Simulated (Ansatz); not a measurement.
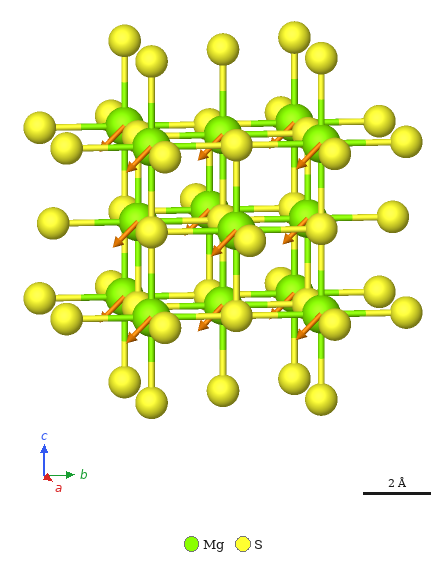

A scan of solid MgS (Fm-3m): the whole Mg sublattice is shifted rigidly, towards the nearest copy of atom 1 (Mg) at 3.679 Å, all else fixed. The picture shows the reference cell. The orange arrows give the direction of positive displacement. The picture is a ball-and-stick view of the conventional cell (4 times the calculation's cell), seen along the a axis, with a slight tilt. Lengths and directions refer to the drawn axes.

Theory: DFT PBE, scalar-relativistic, plane waves, PAW (Ansatz). (plane-wave cutoff 420 eV; k-point mesh 8 × 8 × 8; occupations gaussian; smearing width 0.05 eV; no spin polarisation). Energies (free energies at the smearing named) are counted from the cell as listed in its source, which wasn't relaxed.

```
Mg S
1.0
     0.00000    2.60165    2.60165
     2.60165    0.00000    2.60165
     2.60165    2.60165    0.00000
Mg S
1 1
Direct
  0.00000 0.00000 0.00000
  0.50000 0.50000 0.50000
```

> What energies does the calculation give (the displacement: −0.5000, −0.3750, −0.2500, −0.1250, 0.0000, 0.0625, 0.1250, 0.1875, 0.2500, 0.3125, 0.3750, 0.4375, 0.5000 Å)?

```
displacement (Å)  energy change (meV/cell)
         −0.5000                       411
         −0.3750                       217
         −0.2500                        91
         −0.1250                        22
          0.0000                         0
          0.0625                         5
          0.1250                        22
          0.1875                        50
          0.2500                        91
          0.3125                       147
          0.3750                       217
          0.4375                       305
          0.5000                       411
```

Points that are alike by symmetry were computed once.

Of the computed points the lowest is at the displacement 0.00 Å, 0 meV/cell. At the ends of the scan the energy is 411 meV/cell (−0.50 Å) and 411 meV/cell (0.50 Å). The curvature at zero is about 2.8 eV/Å² per cell. The well is symmetric. At the highest point the shortest interatomic distance is 2.28 Å, against 2.60 Å in the reference. The distortion takes the space group from Fm-3m to Imm2.

As a plot (hollow markers are points alike by symmetry):

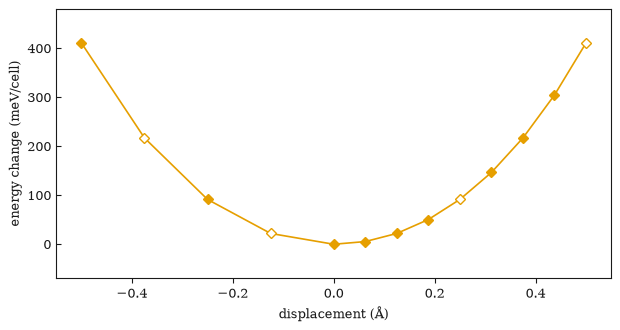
